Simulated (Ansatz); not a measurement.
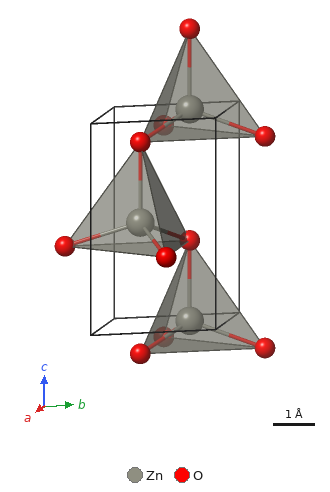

Figure 1. The structure (polyhedral view of the cell of the calculation, seen slightly off an axis; polyhedra are completed across the faces of the cell).

## ZnO: band-structure calculation

The run: band-structure calculation of ZnO (4 atoms in the cell). Method and program: DFT, LDA, plane waves, PAW, no spin polarisation (Ansatz 0.2.0).

The structure was built on a prototype by a generator. The geometry comes from this level: r2SCAN.

## Input
```yaml
crystal:
  lattice:
    - [3.2353406703, 1.0e-10, 0.0]
    - [-1.6176703352, 2.8018872104, 0.0]
    - [0.0, 0.0, 5.2109522595]
  atoms:
    - { symbol: Zn, position: [0.3333333333, 0.6666666667, -0.0023477325] }
    - { symbol: Zn, position: [0.6666666667, 0.3333333333, 0.4976522675] }
    - { symbol: O, position: [0.3333333333, 0.6666666667, 0.3773477325] }
    - { symbol: O, position: [0.6666666667, 0.3333333333, 0.8773477325] }
kpoints:
  mp_grid: { grid: [12, 12, 6] }
  band_path:
    path:
      - [0.0, 0.0, 0.0]
      - [0.5, 0.0, 0.0]
      - [0.3333333333, 0.3333333333, 0.0]
      - [0.0, 0.0, 0.5]
      - [0.5, 0.0, 0.5]
      - [0.3333333333, 0.3333333333, 0.5]
    npoints: 1
hamiltonian:
  xc: lda
scf:
  occupations: { method: fixed }
  n_extra_bands: 5
output:
  forces: true
  stress: true
  eigenvalues: true
  write_density: true
  write_potential: true
  elf: true
  volumetric_format: npy
```

Machine: 4 threads of Arm Neoverse V1, 24 GiB of memory available, shared host.

Run as:
```bash
ansatz run input.yaml --threads 4 --pin off --max-ram 7372MiB --backend cpu --events-out ev --progress --plain --runs-dir out
```

## What the program printed
```
scf.n_extra_bands = 5 over 18 filled bands (N_el = 36.0): the run solves 23 bands
Engine: ansatz 0.2.0, aarch64-unknown-linux-gnu
Pseudopotentials: kind: paw
Pseudopotential: Zn, paw, valence charge 12, recommended cutoff 420 eV (normal), Zn.paw.azcp
Pseudopotential: O, paw, valence charge 6, recommended cutoff 420 eV (normal), O.paw.azcp
Functional definition: SPW92
  exchange = slater_x
  correlation = pw_c
Crystal: 4 atoms, lattice volume = 47.238 Å³
Basis set: ecut = 420 eV, 941 PW (Γ)
Bands: 23, of which v1, the nominal top of the filled ones, is band 18 counted from 1 (17 counted from 0)
Symmetry: 12 space group operations
Space group: P63mc (ITA 186), of the structure as read, at distance tolerance 3.6e-5 Å
k-points: 76 of 864 (time reversal used)
Non-local potential: Zn, projectors of the file, l = 0: 2, l = 1: 2, l = 2: 3, l = 3: 1
Non-local potential: O, projectors of the file, l = 0: 2, l = 1: 2, l = 2: 1
PAW form: soft (Blöchl's): semilocal exchange-correlation on the pseudo side does not see the compensation charge
PAW frozen core: Zn, regenerated for the run's functional, and the local potential with it (the file was generated under x = pbe(κ = 0.804, μ = 0.2195149727645171), c = pbe(β = 0.06672455060314922))
PAW frozen core: O, regenerated for the run's functional, and the local potential with it (the file was generated under x = pbe(κ = 0.804, μ = 0.2195149727645171), c = pbe(β = 0.06672455060314922))
PAW one-centre angular grid: Zn, 590 points (default); XC on 64 Gauss nodes
PAW one-centre angular grid: O, 110 points (default); XC on 64 Gauss nodes
Initial density: superposition of atomic densities (neutral atoms: chi_scale 0, normalization atom), corrected by the library's trained network
Initial wavefunctions: pseudopotential atomic-orbital guess
Functional: x = slater, c = lda
SCF iter   1: F=—  HF=-7603.939200 eV  |F-HF|=—  |Δ(HF+E_count)|=         —  Δρ=1.87e-2  dr2=1.41e-1  ethr=1.77e-3  ⟨swp⟩=5.0  Hψ=6792  notcnv=0  defer=223
preconditioner: auto → Resta (q_TF=auto, 2.608 Å⁻¹)  ε∞=7.0  [insulator: Δε(μ)=0.560 eV  Ē_g=13.285 eV  n_scr=22 (ndim 8)  ℏωp=32.4 eV  f_vac=0.033  ε∞_Penn≈7.0]
SCF iter   2: F=—  HF=-7603.903023 eV  |F-HF|=—  |Δ(HF+E_count)|=   3.62e-2  Δρ=3.89e-3  dr2=2.57e-3  ethr=3.91e-4  ⟨swp⟩=3.0  Hψ=3889  notcnv=0  defer=223
SCF iter   3: F=—  HF=-7603.902290 eV  |F-HF|=—  |Δ(HF+E_count)|=   7.34e-4  Δρ=2.07e-3  dr2=1.14e-3  ethr=7.14e-6  ⟨swp⟩=3.0  Hψ=3195  notcnv=0  defer=225
SCF iter   4: F=—  HF=-7603.901924 eV  |F-HF|=—  |Δ(HF+E_count)|=   3.65e-4  Δρ=4.46e-4  dr2=5.13e-5  ethr=3.17e-6  ⟨swp⟩=3.0  Hψ=3189  notcnv=0  defer=222
SCF iter   5: F=—  HF=-7603.901908 eV  |F-HF|=—  |Δ(HF+E_count)|=   1.63e-5  Δρ=1.56e-4  dr2=1.03e-5  ethr=1.43e-7  ⟨swp⟩=2.0  Hψ=2888  notcnv=0  defer=76
SCF iter   6: F=—  HF=-7603.901911 eV  |F-HF|=—  |Δ(HF+E_count)|=   2.80e-6  Δρ=2.92e-5  dr2=4.76e-7  ethr=2.87e-8  ⟨swp⟩=3.0  Hψ=3214  notcnv=0  defer=76
SCF iter   7: F=-7603.901911 eV  HF=-7603.901911 eV  |F-HF|=9.07e-9  |Δ(HF+E_count)|=   1.52e-7  Δρ=9.23e-6  dr2=4.66e-8  ethr=2.78e-10  ⟨swp⟩=12.0  Hψ=12478  notcnv=0
SCF 1 converged in 7 iterations: F = -7603.901911 eV  dr2 = 4.66e-8
  greatest PAW one-centre occupation: 0.987 electrons in one spin orbital (limit 2), on the Zn atom at site 1 (counted from 0), in its partial waves of l = 2
NSCF: frozen V_eff on 6 k-points
SCF converged after 7 iterations
Free energy (F): -7603.901911 eV
Harris-Foulkes:  -7603.901911 eV  (|F-HF|=9.07e-9)
Internal energy: -7603.901911 eV  (E = F + TS)
E sigma→0 (E₀):  -7603.901911 eV
Fermi energy:    6.888463 eV
--- Per-component energies (eV) ---
  E_band       = 51.883360
  E_kinetic    = 609.725324
  E_local      = -3996.246352  (includes V_loc(G=0)·N_el)
  E_nonlocal   = 1343.948490
  E_hartree    = 1634.095637
  E_xc         = -413.631667
  E_vxc        = -290.571110  (∫ρ·V_xc dr)
  E_paw        = -3814.841430  (= ΣΔE_a)
  E_vpaw       = -883.179571  (= ΣTr[D̂ρ^β])
  E_aug_tail   = 0.004285  (compensation charges beyond the density's cutoff)
  E_ewald      = -2970.264323
  E_core_change = 3.308126  (= ΣΔE_core)
  E_smearing   = -0.000000  (= −TS)
  E_closure    = 0.000000  (closes the sum)
  Σ components = -7603.901911   (vs F -7603.901911, Δ=0.00e0)
--- Forces (eV/Å), atoms counted from 1 ---
  atom   1  Zn    -0.00000000     0.00000000     0.00869684
  atom   2  Zn     0.00000000    -0.00000000     0.00869684
  atom   3  O      0.00000000    -0.00000000    -0.00872714
  atom   4  O     -0.00000000     0.00000000    -0.00872714
  max |Σ_I F_I| component: 6.06e-5 eV/Å
--- Stress (GPa, compression-positive) ---
       -6.194994      -0.000000       0.000000
       -0.000000      -6.194994       0.000000
        0.000000       0.000000      -5.857353
  P = ⅓ Tr σ = -6.0824 GPa (-60.824 kbar)
--- Band table (eV; the first three rows and the last of 76) ---
  k-point 0: bands = ["-10.9803", "-10.1997", "1.0764", "1.0764", "1.1287", "1.1347", "1.2682", "1.2682", "2.2639", "2.2639", "2.4805", "2.4805", "2.7724", "6.0797", "6.0797", "6.7961", "6.8885", "6.8885", "7.6289", "12.0080", "14.9778", "19.6327", "19.6327"]
  k-point 1: bands = ["-10.9310", "-10.2552", "1.0206", "1.0762", "1.0830", "1.0830", "1.2484", "1.2484", "2.2838", "2.2838", "2.4722", "2.4722", "3.0872", "6.1348", "6.1348", "6.2272", "6.8355", "6.8355", "8.2819", "11.7795", "15.1810", "19.6375", "19.6375"]
  k-point 2: bands = ["-10.7943", "-10.4043", "0.8777", "0.9571", "1.1054", "1.1054", "1.2001", "1.2001", "2.3346", "2.3346", "2.4442", "2.4442", "3.7874", "5.4259", "6.2849", "6.2849", "6.6895", "6.6895", "9.2789", "11.1606", "15.7856", "18.2062", "19.7054"]
  k-point 75: bands = ["-10.0494", "-10.0494", "1.0466", "1.0466", "1.2829", "1.2829", "1.8479", "1.8479", "2.2691", "2.2691", "2.8181", "2.8181", "3.0954", "3.0954", "4.1263", "4.1263", "5.6192", "5.6192", "14.7591", "14.7591", "14.7817", "14.7817", "15.6187"]
```

## File bands.tsv
```
# k_distance	band_0	band_1	band_2	band_3	band_4	band_5	band_6	band_7	band_8	band_9	band_10	band_11	band_12	band_13	band_14	band_15	band_16	band_17	band_18	band_19	band_20	band_21	band_22
# fermi_ev = 6.888463
# lock_threshold_ev = 1e-6
# [0, 0, 0] at k_distance = 0.000000
# [0.5, 0, 0] at k_distance = 1.121242
# [0.3333333333, 0.3333333333, 0] at k_distance = 1.768591
# [0, 0, 0.5] at k_distance = 3.196775
# [0.5, 0, 0.5] at k_distance = 4.318017
# [0.3333333333, 0.3333333333, 0.5] at k_distance = 4.965366
# levels_relative_to = fermi_ev
# free_energy_ev = -7603.901911
# largest_residual_norms_ev = 7.032e-4 8.609e-4 7.420e-4 8.722e-4 8.782e-4 8.273e-4 8.471e-4 1.049e-3 2.139e-4 7.913e-4 4.359e-4 7.033e-4 1.066e-3 6.182e-4 8.540e-4 9.964e-4 1.030e-3 1.260e-3 7.116e-4 9.407e-4 7.796e-4 9.937e-4 2.314e-3
0.000000	-17.868729	-17.088149	-5.812092	-5.812092	-5.759750	-5.753776	-5.620279	-5.620279	-4.624561	-4.624561	-4.407931	-4.407931	-4.116028	-0.808762	-0.808762	-0.092386	0.000000	0.000000	0.740463	5.119573	8.089304	12.744284	12.744284
1.121242	-17.127369	-16.888024	-6.049308	-5.861825	-5.553035	-5.167773	-5.146795	-5.010640	-4.589095	-4.447781	-4.358381	-4.276736	-3.791039	-3.633631	-2.891033	-2.310983	-1.320692	-0.859697	5.705112	6.731390	7.449596	8.405521	10.460423
1.768591	-16.949873	-16.949873	-5.859440	-5.456178	-5.456178	-5.102369	-4.812444	-4.812444	-4.703272	-4.560913	-4.535376	-4.535376	-3.836252	-3.589759	-3.589759	-1.962677	-1.962677	-1.781961	7.516825	7.616269	7.616269	8.023980	10.644765
3.196775	-17.490866	-17.490866	-6.026543	-6.026543	-5.742164	-5.742164	-5.742164	-5.742164	-4.493501	-4.493501	-4.493501	-4.493501	-2.284434	-2.284434	-0.400576	-0.400576	-0.400576	-0.400576	3.393868	3.393868	9.911850	9.911850	13.031693
4.318017	-16.997748	-16.997748	-6.238740	-6.238740	-5.320698	-5.320698	-5.254510	-5.254510	-4.422276	-4.422276	-4.326034	-4.326034	-3.848070	-3.848070	-1.541291	-1.541291	-1.399184	-1.399184	5.593829	5.593829	8.330102	8.330102	11.134995
4.965366	-16.937853	-16.937853	-5.841815	-5.841815	-5.605562	-5.605562	-5.040595	-5.040595	-4.619351	-4.619351	-4.070363	-4.070363	-3.793026	-3.793026	-2.762206	-2.762206	-1.269295	-1.269295	7.870660	7.870660	7.893219	7.893219	8.730250
```

## File rho_z.tsv
```
# z_ang	rho[e/angstrom^3]
# format = ansatz-planar-average/11
# lattice	3.235340670	0.000000000	0.000000000
# lattice	-1.617670335	2.801887210	0.000000000
# lattice	0.000000000	0.000000000	5.210952259
# sites	4
# site	30	-0.000000000	1.867924807	-0.012233922
# site	30	1.617670335	0.933962404	2.593242208
# site	8	-0.000000000	1.867924807	1.966341019
# site	8	1.617670335	0.933962404	4.571817149
0.000000	1.936980e0
0.144749	1.517160e0
0.289497	8.922436e-1
0.434246	4.634432e-1
0.578995	2.597962e-1
0.723743	1.713226e-1
0.868492	1.355314e-1
1.013241	1.345257e-1
1.157989	1.642369e-1
1.302738	2.298665e-1
1.447487	3.466717e-1
1.592235	5.216713e-1
1.736984	7.197996e-1
1.881733	8.866545e-1
2.026481	1.001036e0
2.171230	1.126437e0
2.315979	1.402648e0
2.460727	1.807863e0
2.605476	1.936980e0
2.750225	1.517160e0
2.894973	8.922436e-1
3.039722	4.634432e-1
3.184471	2.597962e-1
3.329219	1.713226e-1
3.473968	1.355314e-1
3.618717	1.345257e-1
3.763466	1.642369e-1
3.908214	2.298665e-1
4.052963	3.466717e-1
4.197712	5.216713e-1
4.342460	7.197996e-1
4.487209	8.866545e-1
4.631958	1.001036e0
4.776706	1.126437e0
4.921455	1.402648e0
5.066204	1.807863e0
```

## File v_z.tsv
```
# z_ang	v_es[eV]	v_tot[eV]
# format = ansatz-planar-average/11
# xc	lda
# density_cutoff_ev	1680
# datasets	Zn=:simpson_from_first_knot:soft:shift=-1931363	O=:simpson_from_first_knot:soft:shift=-566719
# lattice	3.235340670	0.000000000	0.000000000
# lattice	-1.617670335	2.801887210	0.000000000
# lattice	0.000000000	0.000000000	5.210952259
# sites	4
# site	30	-0.000000000	1.867924807	-0.012233922
# site	30	1.617670335	0.933962404	2.593242208
# site	8	-0.000000000	1.867924807	1.966341019
# site	8	1.617670335	0.933962404	4.571817149
0.000000	-8.739014e-1	-1.452985e1
0.144749	3.277865e-1	-1.252607e1
0.289497	1.563794e0	-1.024963e1
0.434246	3.289684e0	-7.327819e0
0.578995	5.309487e0	-4.128608e0
0.723743	7.453294e0	-1.061803e0
0.868492	9.306782e0	1.287646e0
1.013241	1.033408e1	2.358561e0
1.157989	1.066564e1	2.328343e0
1.302738	1.017390e1	1.155355e0
1.447487	8.370812e0	-1.534117e0
1.592235	6.107270e0	-4.761323e0
1.736984	3.420849e0	-8.377309e0
1.881733	5.720211e-1	-1.208190e1
2.026481	-1.616542e0	-1.504223e1
2.171230	-2.774635e0	-1.679477e1
2.315979	-2.949228e0	-1.724213e1
2.460727	-2.260035e0	-1.642244e1
2.605476	-8.739014e-1	-1.452985e1
2.750225	3.277865e-1	-1.252607e1
2.894973	1.563794e0	-1.024963e1
3.039722	3.289684e0	-7.327819e0
3.184471	5.309487e0	-4.128608e0
3.329219	7.453294e0	-1.061803e0
3.473968	9.306782e0	1.287646e0
3.618717	1.033408e1	2.358561e0
3.763466	1.066564e1	2.328343e0
3.908214	1.017390e1	1.155355e0
4.052963	8.370812e0	-1.534117e0
4.197712	6.107270e0	-4.761323e0
4.342460	3.420849e0	-8.377309e0
4.487209	5.720211e-1	-1.208190e1
4.631958	-1.616542e0	-1.504223e1
4.776706	-2.774635e0	-1.679477e1
4.921455	-2.949228e0	-1.724213e1
5.066204	-2.260035e0	-1.642244e1
```

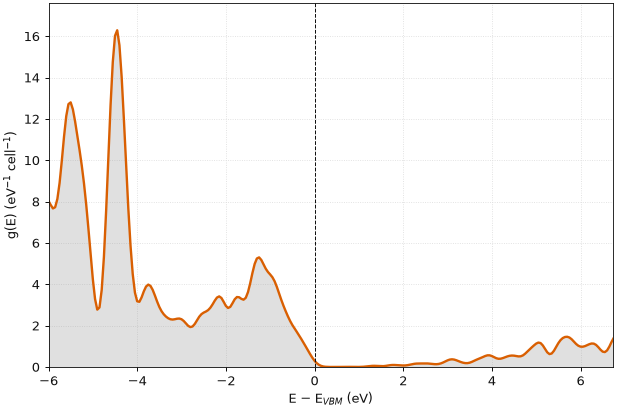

Figure 2. Density of states (the curve is built from the levels of the k mesh with Gaussians 0.3 eV wide, which also blur the band edges), with energies from the valence-band top. There is a gap of 0.74 eV on the k-point mesh. Small ripples come from the finite k-point mesh.

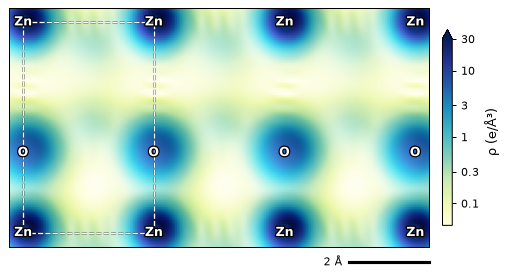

Figure 3. Valence charge density (pseudo) on the (010) plane of the conventional cell. The plane passes through Zn and O nuclei. Zn–O (1.98 Å): ρ at the midpoint is about 0.6 e/Å³. Away from the nuclei the density in this plane falls to 0.05 e/Å³ at its lowest. Core electrons are frozen (PAW), so the fields are smoothed inside the atomic spheres.

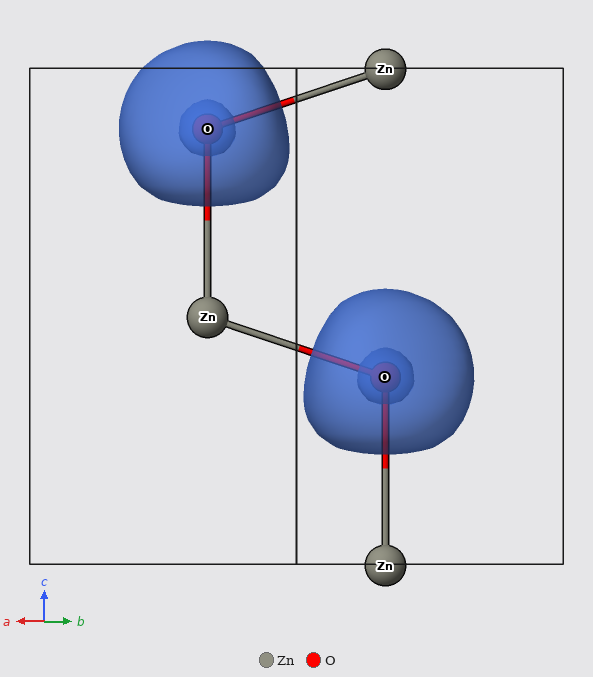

Figure 4. Isosurface of the electron localisation function at 0.6 (blue), seen along [110]. Core shells and regions of very low density are left out. Sticks mark near contacts. The outline is the cell set on symmetry axes. Values along the shortest contacts: Zn–O (1.97 Å): the ELF is about 0.25 at the midpoint.

## Summary

- outcome: converged
- space group (tolerance 0.01 Å): P6₃mc (186)
- electrons treated: 36
- free energy: −7603.9019 eV
- Fermi energy: 6.888 eV
- gap on the k-point mesh: 0.74 eV
- pressure: −6.08 GPa
- largest force (length of the vector): 0.009 eV/Å
- wall time: 3.1 s (CPU time 11 s)
- peak memory: 0.4 GiB

## Notes

The cell is under a tension of 6.1 GPa at this level, so it is not at its equilibrium volume.
